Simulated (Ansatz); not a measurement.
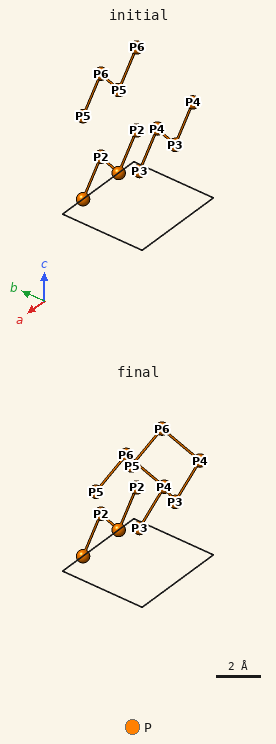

The structure of a slab of composition P (cut from the Cmce phase) before (top) and after (bottom) a constrained relaxation, at one scale.

The picture is a ball-and-stick view of the 2 × 1 repeat of the cell, outlined in the plane, without the vacuum, seen from a free direction.

Case: clean slab, lower half held. The slab is the (0 0 1) face of P. 3 atoms are held fixed.

Theory: DFT PBEsol, scalar-relativistic, plane waves, PAW (Ansatz 0.2.0).

The input:
```yaml
crystal:
  lattice:
    - [3.3174136595, 0.0, 0.0]
    - [-1.6587068297, 5.1453554183, 0.0]
    - [0.0, 0.0, 22.684030163]
  atoms:
    - { symbol: P, position: [0.8947174794, 0.7894349588, 0.3747129562] }
    - { symbol: P, position: [0.3947174794, 0.7894349588, 0.4402593471] }
    - { symbol: P, position: [0.6052825206, 0.2105650412, 0.4672268045] }
    - { symbol: P, position: [0.1052825206, 0.2105650412, 0.5327731955] }
    - { symbol: P, position: [0.8947174794, 0.7894349588, 0.5597406529] }
    - { symbol: P, position: [0.3947174794, 0.7894349588, 0.6252870438] }
basis:
  ecutwfc: 420
kpoints:
  mp_grid: { grid: [9, 6, 1] }
hamiltonian:
  xc: pbesol
scf:
  occupations: { method: gaussian, width: 0.1 }
output:
  forces: true
  eigenvalues: true
  write_density: true
  write_potential: true
  elf: true
  volumetric_format: npy
relax:
  adjacent_minimum: "off"
  f_tol: 0.03
  max_steps: 70
  constraints: [{ sites: [0, 1, 2] }]
efield:
  axis: 3
  dipole_correction: true
  ramp_width: 0.04
```

Command:
```bash
ansatz run input.yaml --threads 1 --pin off --max-ram 2560MiB --backend cpu --events-out ev --progress --plain --runs-dir out
```

What changed between the two?

Answer. The atom that moves furthest is P6 (1.63 Å at 56° to the normal (−c side)). The cell stays as it was. Among the contacts that change: P4–P6 3.644 → 2.317 Å, P3–P5 3.644 → 2.651 Å, P2–P5 3.178 → 2.630 Å, P4–P5 2.252 → 2.479 Å. Among the angles between lasting bonds that change: P2–P3–P4 100.4° → 91.3°, P4–P5–P6 100.4° → 104.5°, P3–P4–P5 100.4° → 96.4°. Over 14 accepted moves (15 points after the start) the energy falls by 0.312 eV per cell of the calculation. The largest force component goes from 1.1 to 0.022 eV/Å. The line search rejected the trial step at point 11 of the run.
